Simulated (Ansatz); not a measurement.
```
CELL_PARAMETERS angstrom
4.12984 0.00000 0.00000
-2.06492 3.57655 0.00000
0.00000 0.00000 11.20897
ATOMIC_POSITIONS crystal
Ge 0.66667 0.33333 0.41485
Ge 0.33333 0.66667 0.91485
Ge 0.00000 0.00000 0.47745
Ge 0.00000 0.00000 0.97745
```

Space group P6₃mc; a structure from a database of computed crystals, not necessarily the ambient phase; not relaxed (largest force 0.4 eV/Å); computed pressure about −4 GPa in this cell.

All numbers below come from Ansatz 0.2.0, Kohn-Sham DFT of a periodic cell, LDA, Ansatz PAW.

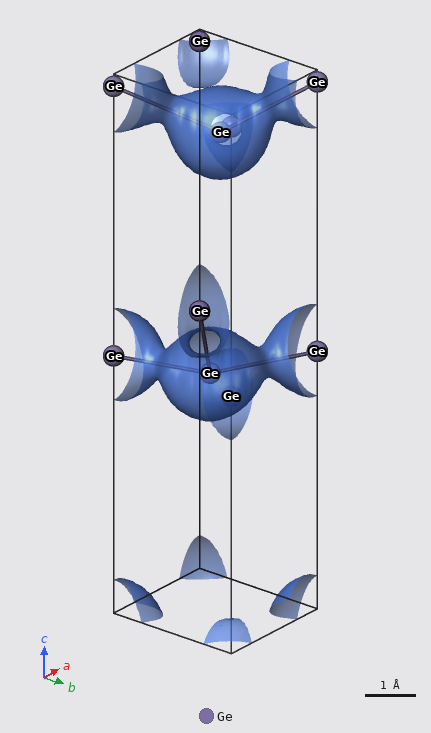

Ge. Isosurface of the valence pseudo-density at 0.4 e/Å³ (blue), seen at an oblique angle. Sticks mark near contacts.

### How is the density connected at this value?

At this value the density is joined into sheets; it holds about 80 % of the electrons treated as valence (semicore included). It bridges the sampled Ge–Ge (2.49 Å) contacts, where the density stays above the isovalue. On the grid the lowest density along these lines, outside the cores, is 0.46 e/Å³ (Ge–Ge, 2.49 Å).

### Metal or insulator at this level of theory?

It is gapped, with a Kohn–Sham gap of 0.25 eV on the k-point mesh (the band edges may lie off the mesh, which would make the gap smaller).
